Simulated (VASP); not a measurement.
# Band-structure calculation, with input and output: SiC

The run: band-structure calculation of SiC (P6₃mc, 4 atoms in the cell). Method and program: DFT, PBE, plane waves, PAW (VASP 6.6.1).

The structure was built on a prototype by a generator. The geometry comes from this level: r2SCAN.

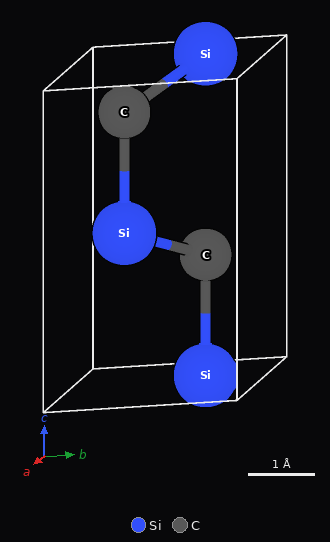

Figure 1. The structure (ball-and-stick view of the cell of the calculation, seen slightly off an axis).

Summary:

```json
{"quantity": "outcome", "value": "converged"}
{"quantity": "space group (tolerance 0.01 Å)", "value": "P6₃mc (186)"}
{"quantity": "electrons treated", "value": "16"}
{"quantity": "free energy", "value": "−30.1031 eV"}
{"quantity": "Fermi energy", "value": "8.674 eV"}
{"quantity": "band gap", "value": "2.27 eV"}
{"quantity": "pressure", "value": "3.45 GPa"}
{"quantity": "largest force (length of the vector)", "value": "0.003 eV/Å"}
{"quantity": "hardware", "value": "1 CPU thread, shared host"}
{"quantity": "wall time", "value": "16 s"}
{"quantity": "peak memory", "value": "0.2 GiB"}
```

INCAR:
```
ENCUT = 520.000000
SIGMA = 0.020000
EDIFF = 1.00e-07
GGA = PE
PREC = Accurate
IBRION = -1
ISIF = 2
ISMEAR = -1
NBANDS = 16
NELM = 120
NSW = 0
LASPH = .TRUE.
LCHARG = .TRUE.
LELF = .TRUE.
LWAVE = .FALSE.
LREAL = .FALSE.
```

KPOINTS:
```
KPOINTS created by Atomic Simulation Environment
0
Gamma
12 12 6
0 0 0
```

KPOINTS_OPT:
```
special points
6
Reciprocal
0.0000000000 0.0000000000 0.0000000000 1
0.5000000000 0.0000000000 0.0000000000 1
0.3333333333 0.3333333333 0.0000000000 1
0.0000000000 0.0000000000 0.5000000000 1
0.5000000000 0.0000000000 0.5000000000 1
0.3333333333 0.3333333333 0.5000000000 1
```

POSCAR:
```
Si C
 1.0000000000000000
     3.0753562450928453    0.0000000000287138   -0.0000000000000000
    -1.5376781225712892    2.6633366339231692    0.0000000000000000
    -0.0000000000000000    0.0000000000000000    5.0481081013589391
 Si  C
   2   2
Cartesian
 -0.0000000000165778  1.7755577559583506 -0.0020616743711291
  1.5376781225381340  0.8877788779935323  2.5219923763083409
 -0.0000000000165778  1.7755577559583506  1.8951022123807313
  1.5376781225381340  0.8877788779935323  4.4191562630602013
```

Launched with:
```bash
mpirun -np 1 vasp_std
```

OSZICAR:
```
N       E                     dE             d eps       ncg     rms          rms(c)
DAV:   1     0.261370631709E+02    0.26137E+02   -0.72037E+03  2432   0.896E+02
DAV:   2    -0.312730374057E+02   -0.57410E+02   -0.52368E+02  3512   0.158E+02
DAV:   3    -0.338126347716E+02   -0.25396E+01   -0.25286E+01  3200   0.305E+01
DAV:   4    -0.338312986993E+02   -0.18664E-01   -0.18661E-01  2992   0.321E+00
DAV:   5    -0.338314843298E+02   -0.18563E-03   -0.18563E-03  3168   0.302E-01    0.125E+01
DAV:   6    -0.301910299838E+02    0.36405E+01   -0.65249E+00  3064   0.157E+01    0.563E+00
DAV:   7    -0.301210527694E+02    0.69977E-01   -0.11265E+00  3448   0.617E+00    0.249E+00
DAV:   8    -0.301043671667E+02    0.16686E-01   -0.47662E-02  2768   0.139E+00    0.629E-01
DAV:   9    -0.301027653771E+02    0.16018E-02   -0.76106E-03  3136   0.591E-01    0.123E-01
DAV:  10    -0.301030783794E+02   -0.31300E-03   -0.10220E-03  2968   0.185E-01    0.573E-02
DAV:  11    -0.301031047612E+02   -0.26382E-04   -0.95556E-05  2856   0.695E-02    0.136E-02
DAV:  12    -0.301031058406E+02   -0.10794E-05   -0.66265E-06  3088   0.163E-02    0.404E-03
DAV:  13    -0.301031063764E+02   -0.53583E-06   -0.48612E-07  3080   0.456E-03    0.252E-03
DAV:  14    -0.301031063825E+02   -0.61004E-08   -0.29060E-08  1832   0.115E-03
   1 F= -.30103106E+02 E0= -.30103106E+02  d E =-.294196E-11
       N       E                     dE             ncg
DAV:   1     0.224267303185E+04   -0.22675E+04      192
DAV:   2     0.193546967551E+04   -0.30720E+03      280
DAV:   3     0.192296002500E+04   -0.12510E+02      248
DAV:   4     0.192287387620E+04   -0.86149E-01      240
DAV:   5     0.192287286555E+04   -0.10106E-02      248
DAV:   6     0.192287284797E+04   -0.17581E-04      240
DAV:   7     0.192287284756E+04   -0.40711E-06      248
DAV:   8     0.192287284755E+04   -0.12088E-07      184
```

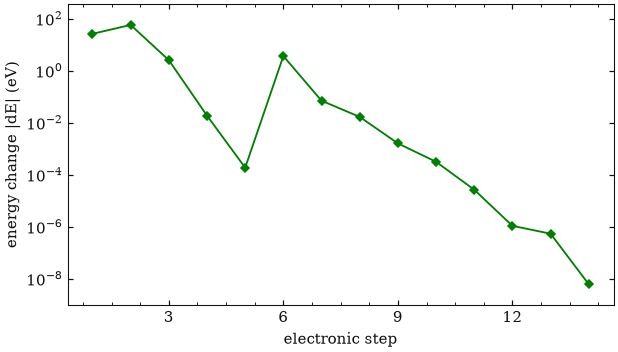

Figure 2. Convergence of the self-consistent field: energy change |dE| against the electronic step. It takes 14 electronic steps. The density is held fixed in the first few steps, and dE rises again when its update begins.

Parts of OUTCAR:
```
k-points           NKPTS =     76   k-points in BZ     NKDIM =     76   number of bands    NBANDS=     16

   NELECT =      16.0000    total number of electrons

   dimension x,y,z NGX =    24 NGY =   24 NGZ =   40
   dimension x,y,z NGXF=    48 NGYF=   48 NGZF=   80

  energy-cutoff  :      520.00
  volume of cell :       41.35
      direct lattice vectors                 reciprocal lattice vectors
     3.075356245  0.000000000  0.000000000     0.325165581  0.187734436  0.000000000
    -1.537678123  2.663336634  0.000000000    -0.000000000  0.375468871  0.000000000
     0.000000000  0.000000000  5.048108101     0.000000000  0.000000000  0.198094015

 k-points in reciprocal lattice and weights: KPOINTS created by Atomic Simulation Env
   0.00000000  0.00000000  0.00000000       0.001
   0.08333333  0.00000000  0.00000000       0.007
   0.16666667  0.00000000  0.00000000       0.007
   0.25000000  0.00000000  0.00000000       0.007
   0.33333333  0.00000000  0.00000000       0.007
   0.41666667  0.00000000  0.00000000       0.007
   0.50000000  0.00000000  0.00000000       0.003
   0.08333333  0.08333333  0.00000000       0.007
   0.16666667  0.08333333  0.00000000       0.014
   0.25000000  0.08333333  0.00000000       0.014
   0.33333333  0.08333333  0.00000000       0.014
   0.41666667  0.08333333  0.00000000       0.014
   0.16666667  0.16666667  0.00000000       0.007
   0.25000000  0.16666667  0.00000000       0.014
   0.33333333  0.16666667  0.00000000       0.014
   0.41666667  0.16666667  0.00000000       0.007
   0.25000000  0.25000000  0.00000000       0.007
   0.33333333  0.25000000  0.00000000       0.014
   0.33333333  0.33333333  0.00000000       0.002
   0.00000000  0.00000000  0.16666667       0.002
   0.08333333  0.00000000  0.16666667       0.014
   0.16666667  0.00000000  0.16666667       0.014
   0.25000000  0.00000000  0.16666667       0.014
   0.33333333  0.00000000  0.16666667       0.014
   0.41666667  0.00000000  0.16666667       0.014
   0.50000000  0.00000000  0.16666667       0.007
   0.08333333  0.08333333  0.16666667       0.014
   0.16666667  0.08333333  0.16666667       0.028
   0.25000000  0.08333333  0.16666667       0.028
   0.33333333  0.08333333  0.16666667       0.028
   0.41666667  0.08333333  0.16666667       0.028
   0.16666667  0.16666667  0.16666667       0.014
   0.25000000  0.16666667  0.16666667       0.028
   0.33333333  0.16666667  0.16666667       0.028
   0.41666667  0.16666667  0.16666667       0.014
   0.25000000  0.25000000  0.16666667       0.014
   0.33333333  0.25000000  0.16666667       0.028
   0.33333333  0.33333333  0.16666667       0.005
   0.00000000  0.00000000  0.33333333       0.002
   0.08333333  0.00000000  0.33333333       0.014
   0.16666667  0.00000000  0.33333333       0.014
   0.25000000  0.00000000  0.33333333       0.014
   0.33333333  0.00000000  0.33333333       0.014
   0.41666667  0.00000000  0.33333333       0.014
   0.50000000  0.00000000  0.33333333       0.007
   0.08333333  0.08333333  0.33333333       0.014
   0.16666667  0.08333333  0.33333333       0.028
   0.25000000  0.08333333  0.33333333       0.028
   0.33333333  0.08333333  0.33333333       0.028
   0.41666667  0.08333333  0.33333333       0.028
   0.16666667  0.16666667  0.33333333       0.014
   0.25000000  0.16666667  0.33333333       0.028
   0.33333333  0.16666667  0.33333333       0.028
   0.41666667  0.16666667  0.33333333       0.014
   0.25000000  0.25000000  0.33333333       0.014
   0.33333333  0.25000000  0.33333333       0.028
   0.33333333  0.33333333  0.33333333       0.005
   0.00000000  0.00000000  0.50000000       0.001
   0.08333333  0.00000000  0.50000000       0.007
   0.16666667  0.00000000  0.50000000       0.007
   0.25000000  0.00000000  0.50000000       0.007
   0.33333333  0.00000000  0.50000000       0.007
   0.41666667  0.00000000  0.50000000       0.007
   0.50000000  0.00000000  0.50000000       0.003
   0.08333333  0.08333333  0.50000000       0.007
   0.16666667  0.08333333  0.50000000       0.014
   0.25000000  0.08333333  0.50000000       0.014
   0.33333333  0.08333333  0.50000000       0.014
   0.41666667  0.08333333  0.50000000       0.014
   0.16666667  0.16666667  0.50000000       0.007
   0.25000000  0.16666667  0.50000000       0.014
   0.33333333  0.16666667  0.50000000       0.014
   0.41666667  0.16666667  0.50000000       0.007
   0.25000000  0.25000000  0.50000000       0.007
   0.33333333  0.25000000  0.50000000       0.014
   0.33333333  0.33333333  0.50000000       0.002

 E-fermi :   8.6737

 k-point     1 :       0.0000    0.0000    0.0000
  band No.  band energies     occupation
      1      -7.3083      2.00000
      2      -3.7417      2.00000
      3      -0.4360      2.00000
      4       6.9484      2.00000
      5       6.9484      2.00000
      6       8.1517      2.00000
      7       8.2644      2.00000
      8       8.2644      2.00000
      9      13.0745      0.00000
     10      14.4749      0.00000
     11      14.9339      0.00000
     12      14.9339      0.00000
     13      16.0130      0.00000
     14      17.2235      0.00000
     15      17.2235      0.00000
     16      19.6043      0.00000

 k-point     2 :       0.0833    0.0000    0.0000
  band No.  band energies     occupation
      1      -7.1877      2.00000
      2      -3.6388      2.00000
      3      -0.3248      2.00000
      4       6.2643      2.00000
      5       6.7374      2.00000
      6       7.8022      2.00000
      7       8.0744      2.00000
      8       8.1979      2.00000
      9      13.4821      0.00000
     10      14.4646      0.00000
     11      14.9522      0.00000
     12      15.1846      0.00000
     13      16.1927      0.00000
     14      16.9580      0.00000
     15      17.5260      0.00000
     16      18.6699      0.00000

 k-point     3 :       0.1667    0.0000    0.0000
  band No.  band energies     occupation
      1      -6.8291      2.00000
      2      -3.3389      2.00000
      3      -0.0004      2.00000
      4       4.7758      2.00000
      5       6.2603      2.00000
      6       6.6880      2.00000
      7       7.7917      2.00000
      8       7.9774      2.00000
      9      13.1432      0.00000
     10      15.0301      0.00000
     11      15.3767      0.00000
     12      15.5770      0.00000
     13      15.7201      0.00000
     14      17.3552      0.00000
     15      17.8276      0.00000
     16      18.1800      0.00000

 k-point     4 :       0.2500    0.0000    0.0000
  band No.  band energies     occupation
      1      -6.2437      2.00000
      2      -2.8794      2.00000
      3       0.4903      2.00000
      4       3.1529      2.00000
      5       5.3032      2.00000
      6       5.7425      2.00000
      7       7.2477      2.00000
      8       7.6592      2.00000
      9      12.3190      0.00000
     10      14.1089      0.00000
     11      15.5142      0.00000
     12      15.9201      0.00000
     13      16.3457      0.00000
     14      17.5563      0.00000
     15      18.3302      0.00000
     16      19.0774      0.00000

 k-point     5 :       0.3333    0.0000    0.0000
  band No.  band energies     occupation
      1      -5.4594      2.00000
      2      -2.3826      2.00000
      3       0.8245      2.00000
      4       2.0456      2.00000
      5       3.8943      2.00000
      6       5.3144      2.00000
      7       6.4294      2.00000
      8       7.3541      2.00000
      9      11.6369      0.00000
     10      13.1667      0.00000
     11      15.4630      0.00000
     12      15.7122      0.00000
     13      16.7809      0.00000
     14      18.1092      0.00000
     15      19.1879      0.00000
     16      20.3277      0.00000

 [... the levels of 70 k-points are left out ...]

 k-point    76 :       0.3333    0.3333    0.5000
  band No.  band energies     occupation
      1      -2.5135      2.00000
      2      -2.5135      2.00000
      3       0.5160      2.00000
      4       0.5160      2.00000
      5       2.6245      2.00000
      6       2.6245      2.00000
      7       6.5287      2.00000
      8       6.5287      2.00000
      9      13.3361      0.00000
     10      13.3361      0.00000
     11      14.2822      0.00000
     12      14.2822      0.00000
     13      18.6383      0.00000
     14      18.6383      0.00000
     15      19.9169      0.00000
     16      19.9169      0.00000

  Total        0.9067971      0.9067971      0.8612227     -0.0000000     -0.0000000      0.0000000
  in kB       35.1374777     35.1374777     33.3715153     -0.0000000     -0.0000000      0.0000000
  external PRESSURE =      34.5488236 kB  Pullay stress =       0.0000000 kB

 POSITION                                       TOTAL-FORCE (eV/Angst)
 -----------------------------------------------------------------------------------
     -0.00000      1.77556      5.04605         0.000000     -0.000000      0.003133
      1.53768      0.88778      2.52199        -0.000000      0.000000      0.003133
     -0.00000      1.77556      1.89510        -0.000000      0.000000     -0.003133
      1.53768      0.88778      4.41916        -0.000000      0.000000     -0.003133
 -----------------------------------------------------------------------------------
    total drift:                               -0.000000     -0.000000     -0.000127

  FREE ENERGIE OF THE ION-ELECTRON SYSTEM (eV)
  ---------------------------------------------------
  free  energy   TOTEN  =       -30.1031063825 eV

  energy  without entropy=      -30.1031063825  energy(sigma->0) =      -30.10310638
```

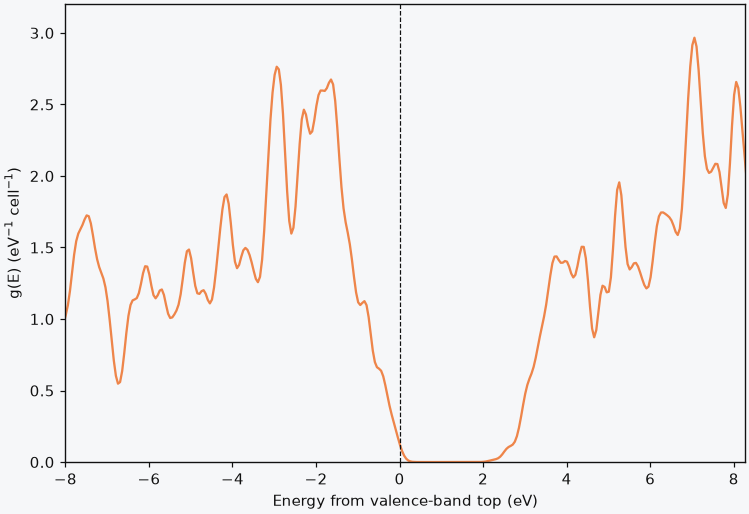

Figure 3. Density of states (the curve is built from the levels of the k mesh with Gaussians 0.3 eV wide, which also blur the band edges), with energies from the valence-band top. There is a gap of 2.27 eV on the k-point mesh. Small ripples come from the finite k-point mesh.
